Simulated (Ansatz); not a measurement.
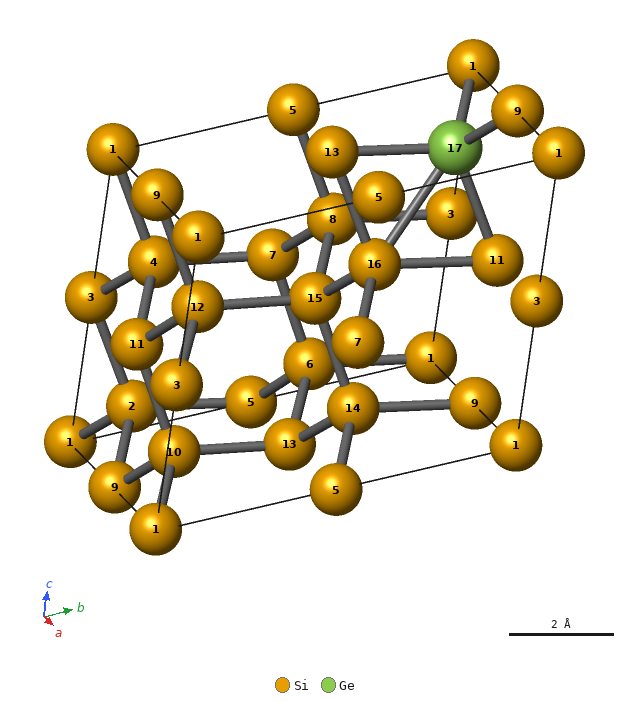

The structure as given in the input (ball-and-stick view of the cell of the calculation, seen slightly off an axis; atoms are numbered from 1 in the order of the input). An atom can appear more than once, as a periodic image.

# GeSi₁₆: nudged elastic band (part 1 of 2)

System: GeSi₁₆ (defect cell, 17 atoms in the cell).
Method: DFT PBEsol, scalar-relativistic, plane waves, PAW, PAW set soft_1, no spin polarisation (Ansatz 0.2.0).

It belongs to a series of runs on one base structure; here: band between the two ends. Figures and captions count atoms from 1; the log counts them from 0 in places.

**The program's output**
```
Warning: neb: disabling space-group detection — the band's intermediate images generally break the endpoint symmetry, so no spatial operation reduces the k-mesh or symmetrises the density, except that a semilocal band can use its path's symmetry ahead of convergence; time reversal is kept, so that k and −k are solved as one point where they differ and the mesh holds both, and exact exchange and, on two spinor components, a DFT+U term hold to it where the run has them: on two components no moment then forms, and a state that bears one, which a typed moment (crystal.atoms[].spin; refused beside efield: under a hybrid functional) reaches, can lie lower, under hf by electronvolts; crystal.symmetry.detect: false (a key that needs symmetry detection or time reversal refuses this as the deck is read) with time_reversal: false beside it drops time reversal too
Warning: [file] the record states the generating functional pbe (its physics header spells it `PBE`), which answers neither for hamiltonian.xc's functional nor for the pbesol family's — results may be inconsistent (PPs are generated against a specific XC)
Warning: [file] the record states the generating functional pbe (its physics header spells it `PBE`), which answers neither for hamiltonian.xc's functional nor for the pbesol family's — results may be inconsistent (PPs are generated against a specific XC)
Engine: ansatz 0.2.0, aarch64-unknown-linux-gnu
Pseudopotentials: kind: paw
Pseudopotential: Si, paw, valence charge 4, recommended cutoff 420 eV (normal), [file]
Pseudopotential: Ge, paw, valence charge 14, recommended cutoff 420 eV (normal), [file]
Functional definition: PBEsol
  exchange = pbesol_x
  correlation = pbesol_c
NEB image 0
Crystal: 17 atoms, lattice volume = 320.206 Å³
Basis set: ecut = 420 eV, 6231 PW (Γ), exchange–correlation on 108×108×108 points (8 copies of the dense FFT grid, shifted against one another)
Bands: 56, of which v1, the nominal top of the filled ones, is band 39 counted from 1 (38 counted from 0)
Symmetry: 1 space group operations
k-points: 8
Non-local potential: Si, projectors of the file, l = 0: 2, l = 1: 2, l = 2: 1
Non-local potential: Ge, projectors of the file, l = 0: 2, l = 1: 2, l = 2: 3, l = 3: 1
PAW form: soft (Blöchl's): semilocal exchange-correlation on the pseudo side does not see the compensation charge
PAW frozen core: Si, regenerated for the run's functional, and the local potential with it (the file was generated under x = pbe(κ = 0.804, μ = 0.2195149727645171), c = pbe(β = 0.06672455060314922))
PAW frozen core: Ge, regenerated for the run's functional, and the local potential with it (the file was generated under x = pbe(κ = 0.804, μ = 0.2195149727645171), c = pbe(β = 0.06672455060314922))
PAW one-centre angular grid: Si, 110 points (default); XC on 64 Gauss nodes
PAW one-centre angular grid: Ge, 590 points (default); XC on 64 Gauss nodes
Initial density: superposition of atomic densities (chi_scale 0.1, normalization cell, long waves kept (reshape's long-wave potential 0.02 eV rms))
Initial wavefunctions: pseudopotential atomic-orbital guess
Functional: x = pbesol(κ = 0.804, μ = 0.12345679012345678), c = pbesol(β = 0.046)
SCF iter   1: F=—  HF=-14195.161649 eV  |F-HF|=—  |Δ(HF+E_count)|=         —  Δρ=4.53e-2  dr2=6.03e0  ethr=3.10e-3  ⟨swp⟩=9.1  Hψ=2449  notcnv=0  defer=11
preconditioner: auto → Resta (q_TF=auto, 2.156 Å⁻¹)  ε∞=5.4  [insulator: Δε(μ)=0.024 eV  Ē_g=8.134 eV  σ=0.020 eV  W_gap=0.59  n_scr=58 (ndim 8)  ℏωp=17.1 eV  f_vac=0.000  D(μ)=13.44/eV (n_scr^D=112)  ε∞_Penn≈5.4]
SCF iter   2: F=—  HF=-14193.897681 eV  |F-HF|=—  |Δ(HF+E_count)|=    1.26e0  Δρ=2.57e-2  dr2=2.00e0  ethr=3.10e-3  ⟨swp⟩=2.0  Hψ=575  notcnv=0  defer=63
SCF iter   3: F=—  HF=-14193.321241 eV  |F-HF|=—  |Δ(HF+E_count)|=   5.76e-1  Δρ=2.61e-3  dr2=3.61e-2  ethr=2.56e-3  ⟨swp⟩=3.0  Hψ=742  notcnv=0  defer=68
SCF iter   4: F=—  HF=-14193.307528 eV  |F-HF|=—  |Δ(HF+E_count)|=   1.37e-2  Δρ=1.55e-3  dr2=8.24e-3  ethr=4.63e-5  ⟨swp⟩=3.0  Hψ=815  notcnv=0  defer=77
SCF iter   5: F=—  HF=-14193.310182 eV  |F-HF|=—  |Δ(HF+E_count)|=   2.65e-3  Δρ=4.38e-4  dr2=8.84e-4  ethr=1.06e-5  ⟨swp⟩=2.0  Hψ=742  notcnv=0  defer=77
SCF iter   6: F=—  HF=-14193.310521 eV  |F-HF|=—  |Δ(HF+E_count)|=   3.40e-4  Δρ=7.90e-5  dr2=2.60e-5  ethr=1.13e-6  ⟨swp⟩=2.0  Hψ=683  notcnv=0  defer=77
SCF iter   7: F=—  HF=-14193.310515 eV  |F-HF|=—  |Δ(HF+E_count)|=   6.33e-6  Δρ=2.10e-5  dr2=1.29e-6  ethr=3.33e-8  ⟨swp⟩=2.0  Hψ=754  notcnv=0  defer=77
SCF iter   8: F=-14193.310516 eV  HF=-14193.310516 eV  |F-HF|=2.29e-10  |Δ(HF+E_count)|=   1.37e-6  Δρ=3.37e-6  dr2=7.17e-8  ethr=1.28e-10  ⟨swp⟩=5.1  Hψ=1557  notcnv=0
SCF 1 converged in 8 iterations: F = -14193.310516 eV  dr2 = 7.17e-8
  greatest PAW one-centre occupation: 0.998 electrons in one spin orbital (limit 2), on the Ge atom at site 16 (counted from 0), in its partial waves of l = 2
NSCF: frozen V_eff on 8 k-points
NEB image 5
SCF iter   1: F=—  HF=-14195.161932 eV  |F-HF|=—  |Δ(HF+E_count)|=         —  Δρ=4.53e-2  dr2=6.04e0  ethr=3.10e-3  ⟨swp⟩=9.2  Hψ=2454  notcnv=0  defer=11
preconditioner: auto → Resta (q_TF=auto, 2.156 Å⁻¹)  ε∞=5.4  [insulator: Δε(μ)=0.022 eV  Ē_g=8.135 eV  σ=0.020 eV  W_gap=0.55  n_scr=58 (ndim 8)  ℏωp=17.1 eV  f_vac=0.000  D(μ)=14.57/eV (n_scr^D=136)  ε∞_Penn≈5.4]
SCF iter   2: F=—  HF=-14193.897511 eV  |F-HF|=—  |Δ(HF+E_count)|=    1.26e0  Δρ=2.57e-2  dr2=2.00e0  ethr=3.10e-3  ⟨swp⟩=2.0  Hψ=571  notcnv=0  defer=63
SCF iter   3: F=—  HF=-14193.321392 eV  |F-HF|=—  |Δ(HF+E_count)|=   5.76e-1  Δρ=2.61e-3  dr2=3.56e-2  ethr=2.57e-3  ⟨swp⟩=3.0  Hψ=742  notcnv=0  defer=69
SCF iter   4: F=—  HF=-14193.307738 eV  |F-HF|=—  |Δ(HF+E_count)|=   1.37e-2  Δρ=1.55e-3  dr2=8.22e-3  ethr=4.56e-5  ⟨swp⟩=3.0  Hψ=815  notcnv=0  defer=77
SCF iter   5: F=—  HF=-14193.310396 eV  |F-HF|=—  |Δ(HF+E_count)|=   2.66e-3  Δρ=4.38e-4  dr2=8.91e-4  ethr=1.05e-5  ⟨swp⟩=2.0  Hψ=742  notcnv=0  defer=77
SCF iter   6: F=—  HF=-14193.310733 eV  |F-HF|=—  |Δ(HF+E_count)|=   3.37e-4  Δρ=7.99e-5  dr2=2.72e-5  ethr=1.14e-6  ⟨swp⟩=2.0  Hψ=683  notcnv=0  defer=77
SCF iter   7: F=—  HF=-14193.310731 eV  |F-HF|=—  |Δ(HF+E_count)|=   1.84e-6  Δρ=2.13e-5  dr2=1.32e-6  ethr=3.49e-8  ⟨swp⟩=2.0  Hψ=754  notcnv=0  defer=77
SCF iter   8: F=-14193.310732 eV  HF=-14193.310732 eV  |F-HF|=8.95e-10  |Δ(HF+E_count)|=   1.32e-6  Δρ=3.44e-6  dr2=7.28e-8  ethr=1.28e-10  ⟨swp⟩=3.0  Hψ=1651  notcnv=0
SCF 2 converged in 8 iterations: F = -14193.310732 eV  dr2 = 7.28e-8
NSCF: frozen V_eff on 8 k-points
NEB end point (image 0): max|allowed force component| = 2.032e-2 eV/Å (the criterion of neb.relax_end_points is 1.000e-2)
NEB end point (image 5): max|allowed force component| = 2.988e-3 eV/Å (the criterion of neb.relax_end_points is 1.000e-2)
NEB image 1
SCF iter   1: F=—  HF=-14194.548295 eV  |F-HF|=—  |Δ(HF+E_count)|=         —  Δρ=4.57e-2  dr2=6.13e0  ethr=3.10e-3  ⟨swp⟩=8.4  Hψ=2449  notcnv=0  defer=26
preconditioner: auto → Resta (q_TF=auto, 2.156 Å⁻¹)  ε∞=5.4  [insulator: Δε(μ)=0.049 eV  Ē_g=8.148 eV  σ=0.020 eV  W_gap=0.70  n_scr=58 (ndim 8)  ℏωp=17.1 eV  f_vac=0.000  D(μ)=22.47/eV (n_scr^D=258)  ε∞_Penn≈5.4]
SCF iter   2: F=—  HF=-14193.260447 eV  |F-HF|=—  |Δ(HF+E_count)|=    1.29e0  Δρ=2.59e-2  dr2=2.06e0  ethr=3.10e-3  ⟨swp⟩=2.0  Hψ=557  notcnv=0  defer=77
preconditioner: auto → Kerker (q_TF=auto, 2.156 Å⁻¹)  [metal: Δε(μ)=0.010 eV  Ē_g=8.089 eV  σ=0.020 eV  W_gap=0.26  n_scr=58 (ndim 8)  ℏωp=17.1 eV  f_vac=0.000  D(μ)=27.89/eV (n_scr^D=330)]
SCF iter   3: F=—  HF=-14192.672228 eV  |F-HF|=—  |Δ(HF+E_count)|=   5.88e-1  Δρ=2.89e-3  dr2=3.88e-2  ethr=2.64e-3  ⟨swp⟩=3.0  Hψ=723  notcnv=0  defer=81
SCF iter   4: F=—  HF=-14192.658136 eV  |F-HF|=—  |Δ(HF+E_count)|=   1.41e-2  Δρ=1.80e-3  dr2=1.66e-2  ethr=4.98e-5  ⟨swp⟩=2.9  Hψ=770  notcnv=0  defer=87
[...]
NEB image 2
preconditioner: auto → Resta (q_TF=auto, 2.156 Å⁻¹)  ε∞=5.4  [insulator: Δε(μ)=0.294 eV  Ē_g=8.182 eV  σ=0.020 eV  W_gap=0.63  n_scr=58 (ndim 8)  ℏωp=17.1 eV  f_vac=0.000  D(μ)=19.15/eV (n_scr^D=180)  ε∞_Penn≈5.4]
NEB image 3
preconditioner: auto → Resta (q_TF=auto, 2.156 Å⁻¹)  ε∞=5.4  [insulator: Δε(μ)=0.286 eV  Ē_g=8.182 eV  σ=0.020 eV  W_gap=0.63  n_scr=58 (ndim 8)  ℏωp=17.1 eV  f_vac=0.000  D(μ)=19.21/eV (n_scr^D=180)  ε∞_Penn≈5.4]
NEB image 4
preconditioner: auto → Resta (q_TF=auto, 2.156 Å⁻¹)  ε∞=5.4  [insulator: Δε(μ)=0.044 eV  Ē_g=8.148 eV  σ=0.020 eV  W_gap=0.66  n_scr=58 (ndim 8)  ℏωp=17.1 eV  f_vac=0.000  D(μ)=22.11/eV (n_scr^D=258)  ε∞_Penn≈5.4]
preconditioner: auto → Kerker (q_TF=auto, 2.156 Å⁻¹)  [metal: Δε(μ)=0.013 eV  Ē_g=8.089 eV  σ=0.020 eV  W_gap=0.34  n_scr=58 (ndim 8)  ℏωp=17.1 eV  f_vac=0.000  D(μ)=26.81/eV (n_scr^D=330)]
NEB iter   1: max|band force component| = 1.956e0 eV/Å  barrier→ = 1.2075 eV  barrier← = 1.2078 eV  CI = image 3  Δτ_max = 0.1703 Å  (52 SCF iters)
NEB image 1
Initial density: handed on by an earlier stage of this run
Initial wavefunctions: those handed on with the density
preconditioner: auto → Resta (q_TF=auto, 2.156 Å⁻¹)  ε∞=5.6  [insulator: Δε(μ)=0.023 eV  Ē_g=7.985 eV  σ=0.020 eV  W_gap=0.55  n_scr=58 (ndim 8)  ℏωp=17.1 eV  f_vac=0.000  D(μ)=17.33/eV (n_scr^D=168)  ε∞_Penn≈5.6]
NEB image 2
preconditioner: auto → Resta (q_TF=auto, 2.156 Å⁻¹)  ε∞=5.6  [insulator: Δε(μ)=0.026 eV  Ē_g=8.000 eV  σ=0.020 eV  W_gap=0.65  n_scr=58 (ndim 8)  ℏωp=17.1 eV  f_vac=0.000  D(μ)=9.10/eV (n_scr^D=58)  ε∞_Penn≈5.6]
NEB image 3
preconditioner: auto → Resta (q_TF=auto, 2.156 Å⁻¹)  ε∞=5.6  [insulator: Δε(μ)=0.025 eV  Ē_g=8.002 eV  σ=0.020 eV  W_gap=0.63  n_scr=58 (ndim 8)  ℏωp=17.1 eV  f_vac=0.000  D(μ)=9.41/eV (n_scr^D=58)  ε∞_Penn≈5.6]
NEB image 4
preconditioner: auto → Kerker (q_TF=auto, 2.156 Å⁻¹)  [metal: Δε(μ)=0.017 eV  Ē_g=7.985 eV  σ=0.020 eV  W_gap=0.41  n_scr=58 (ndim 8)  ℏωp=17.1 eV  f_vac=0.000  D(μ)=20.18/eV (n_scr^D=180)]
preconditioner: auto → Resta (q_TF=auto, 2.156 Å⁻¹)  ε∞=5.6  [insulator: Δε(μ)=0.152 eV  Ē_g=7.989 eV  σ=0.020 eV  W_gap=0.53  n_scr=58 (ndim 8)  ℏωp=17.1 eV  f_vac=0.000  D(μ)=21.73/eV (n_scr^D=258)  ε∞_Penn≈5.6]
NEB iter   2: max|band force component| = 7.640e-1 eV/Å  barrier→ = 0.5970 eV  barrier← = 0.5972 eV  CI = image 3  Δτ_max = 0.1919 Å  (28 SCF iters)
[... from here on the SCF iterations and repeated set-up lines of each step are left out, up to the last step ...]
NEB image 1
NEB image 2
NEB image 3
NEB image 4
NEB iter   3: max|band force component| = 4.221e-1 eV/Å  barrier→ = 0.3886 eV  barrier← = 0.3889 eV  CI = image 3  Δτ_max = 0.0976 Å  (29 SCF iters)
NEB image 1
NEB image 2
NEB image 3
NEB image 4
NEB iter   4: max|band force component| = 2.740e-1 eV/Å  barrier→ = 0.3503 eV  barrier← = 0.3505 eV  CI = image 2  Δτ_max = 0.1980 Å  (27 SCF iters)
NEB image 1
NEB image 2
NEB image 3
NEB image 4
NEB iter   5: max|band force component| = 5.254e-1 eV/Å  barrier→ = 0.3887 eV  barrier← = 0.3889 eV  CI = image 3  Δτ_max = 0.1022 Å  (28 SCF iters)
NEB image 1
NEB image 2
NEB image 3
NEB image 4
NEB iter   6: max|band force component| = 3.012e-1 eV/Å  barrier→ = 0.3717 eV  barrier← = 0.3719 eV  CI = image 3  Δτ_max = 0.1680 Å  (26 SCF iters)
NEB image 1
NEB image 2
NEB image 3
NEB image 4
NEB iter   7: max|band force component| = 7.107e-1 eV/Å  barrier→ = 0.3223 eV  barrier← = 0.3226 eV  CI = image 2  Δτ_max = 0.1960 Å  (27 SCF iters)
NEB image 1
NEB image 2
NEB image 3
NEB image 4
NEB iter   8: max|band force component| = 1.963e-1 eV/Å  barrier→ = 0.3348 eV  barrier← = 0.3350 eV  CI = image 2  Δτ_max = 0.1193 Å  (28 SCF iters)
NEB image 1
NEB image 2
NEB image 3
NEB image 4
NEB iter   9: max|band force component| = 3.716e-1 eV/Å  barrier→ = 0.3280 eV  barrier← = 0.3282 eV  CI = image 2  Δτ_max = 0.0542 Å  (26 SCF iters)
NEB image 1
NEB image 2
NEB image 3
NEB image 4
NEB iter  10: max|band force component| = 1.159e-1 eV/Å  barrier→ = 0.3265 eV  barrier← = 0.3267 eV  CI = image 2  Δτ_max = 0.0494 Å  (24 SCF iters)
NEB image 1
NEB image 2
NEB image 3
NEB image 4
NEB iter  11: max|band force component| = 4.816e-2 eV/Å  barrier→ = 0.3275 eV  barrier← = 0.3278 eV  CI = image 2  Δτ_max = 0.0114 Å  (23 SCF iters)
NEB image 2
NEB iter  12: max|band force component| = 6.428e-2 eV/Å  barrier→ = 0.3273 eV  barrier← = 0.3275 eV  CI = image 2  Δτ_max = 0.0097 Å  (6 SCF iters)
NEB image 1
preconditioner: auto → Resta (q_TF=auto, 2.156 Å⁻¹)  ε∞=5.6  [insulator: Δε(μ)=0.168 eV  Ē_g=7.947 eV  σ=0.020 eV  W_gap=0.66  n_scr=58 (ndim 8)  ℏωp=17.1 eV  f_vac=0.000  D(μ)=19.28/eV (n_scr^D=180)  ε∞_Penn≈5.6]
NEB image 2
preconditioner: auto → Kerker (q_TF=auto, 2.156 Å⁻¹)  [metal: Δε(μ)=0.018 eV  Ē_g=7.924 eV  σ=0.020 eV  W_gap=0.48  n_scr=58 (ndim 8)  ℏωp=17.1 eV  f_vac=0.000  D(μ)=26.73/eV (n_scr^D=330)]
NEB image 3
preconditioner: auto → Resta (q_TF=auto, 2.156 Å⁻¹)  ε∞=5.6  [insulator: Δε(μ)=0.133 eV  Ē_g=7.945 eV  σ=0.020 eV  W_gap=0.57  n_scr=58 (ndim 8)  ℏωp=17.1 eV  f_vac=0.000  D(μ)=18.17/eV (n_scr^D=168)  ε∞_Penn≈5.6]
NEB image 4
NEB image 1
NSCF: frozen V_eff on 8 k-points
NEB image 3
NSCF: frozen V_eff on 8 k-points
NEB image 4
NSCF: frozen V_eff on 8 k-points
NEB image 2
NSCF: frozen V_eff on 8 k-points
the band table was solved once a step of the walk had ended and its energy, with any forces and stress, was formed, with the checks that follow a solve (2261 applications of the Hamiltonian). They found nothing against the state; the energy, forces and stress were not computed again (output.eigenvalues in the input reference)
NEB iter  13: max|band force component| = 4.022e-2 eV/Å  barrier→ = 0.3272 eV  barrier← = 0.3275 eV  CI = image 2  Δτ_max = 0.0000 Å  (17 SCF iters)
```

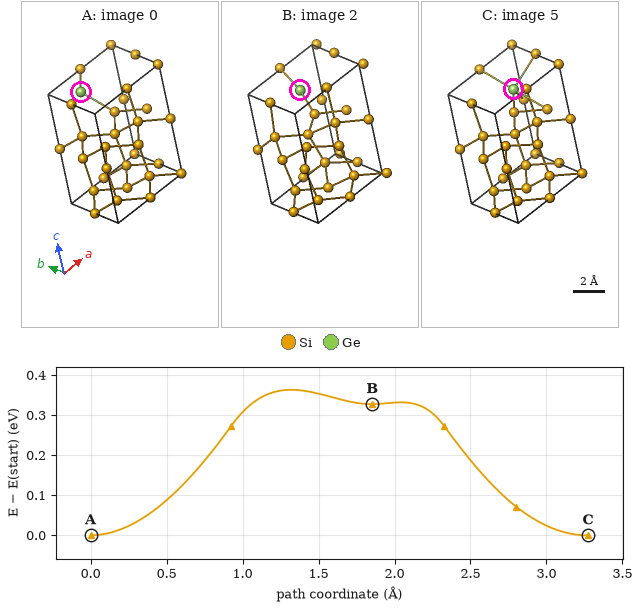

Images of the last band (counted from 0; ball-and-stick, reduced simulation cell, seen slightly off an axis), with the moving atom and its periodic copies ringed, above the energy along the path; the line is a cubic interpolation that uses the forces. The highest image is number 2, 0.327 eV above the start and 0.327 eV above the end (the climbing image); start and end have the same energy. The path is 3.27 Å long, and Ge17 moves most (2.35 Å). The band converged in 13 iterations.

```
Free energy (F): -14192.983277 eV
Harris-Foulkes:  -14192.983277 eV  (|F-HF|=4.02e-9)
Internal energy: -14192.977773 eV  (E = F + TS)
E sigma→0 (E₀):  -14192.980525 eV
Entropy (-TS):   -0.005505 eV (-0.324 meV/atom)
Fermi energy:    7.217143 eV
--- Per-component energies (eV) ---
  E_band       = -49.041233
  E_kinetic    = 753.701629
  E_local      = -3458.252525  (includes V_loc(G=0)·N_el)
  E_nonlocal   = 584.057609
  E_hartree    = 1610.139387
  E_xc         = -971.119768
  E_vxc        = -836.869371  (∫ρ·V_xc dr)
  E_paw        = -9933.342052  (= ΣΔE_a)
  E_vpaw       = -311.960318  (= ΣTr[D̂ρ^β])
  E_aug_tail   = 0.000615  (compensation charges beyond the density's cutoff)
  E_ewald      = -2779.585575
  E_core_change = 1.422909  (= ΣΔE_core)
  E_smearing   = -0.005505  (= −TS)
  E_closure    = 0.000000  (closes the sum)
  Σ components = -14192.983277   (vs F -14192.983277, Δ=0.00e0)
--- Forces (eV/Å), atoms counted from 1 ---
  atom   1  Si     0.00147239    -0.00124795    -0.00109329
[...]
  atom   2  Si    -0.00130576     0.00145818     0.00108686
  atom   3  Si     0.00048267     0.00033750     0.00018606
  atom   4  Si    -0.00209905     0.00189703     0.00070257
  atom   5  Si     0.00066603     0.00028158     0.00032210
  atom   6  Si    -0.00182393     0.00079764     0.00215039
  atom   7  Si    -0.00057228    -0.00045447    -0.00028908
  atom   8  Si     0.00569883    -0.00540452    -0.00536544
  atom   9  Si    -0.00348414    -0.00181899    -0.00047539
  atom  10  Si     0.00177965    -0.00048861     0.00002632
  atom  11  Si     0.00284873     0.00122427     0.00213665
  atom  12  Si    -0.00252862     0.00064599     0.00135369
  atom  13  Si     0.00161344     0.00201701     0.00035538
  atom  14  Si    -0.00404033    -0.00017569     0.00013376
  atom  15  Si    -0.00106356     0.00083182     0.00021780
  atom  16  Si     0.00174189     0.00339240     0.00136397
  atom  17  Ge     0.00060354    -0.00328991    -0.00280912
  max |Σ_I F_I| component: 1.05e-5 eV/Å
--- Band table (eV; the first three rows and the last of 8) ---
  k-point 0: bands = ["-17.4743", "-17.4743", "-17.3560", "-17.3559", "-17.3504", "-5.8119", "-3.4261", "-3.0033", "-3.0027", "-2.8531", "-2.2500", "-1.2629", "-1.1331", "-1.1328", "-0.9959", "-0.9953", "-0.8172", "-0.2178", "-0.0792", "-0.0786", "3.0777", "3.3362", "3.3369", "4.0768", "4.0769", "4.2195", "4.5471", "5.1017", "5.1020", "5.4096", "5.5885", "5.5894", "5.7064", "5.7068", "5.9635", "6.2235", "6.7877", "6.8000", "6.8009", "7.2232", "7.2253", "7.5552", "7.5557", "8.0783", "8.1074", "8.2469", "8.2473", "8.4885", "8.4892", "9.0856", "9.3976", "9.7006", "9.7982", "9.7984", "9.8957", "9.8962"]
```
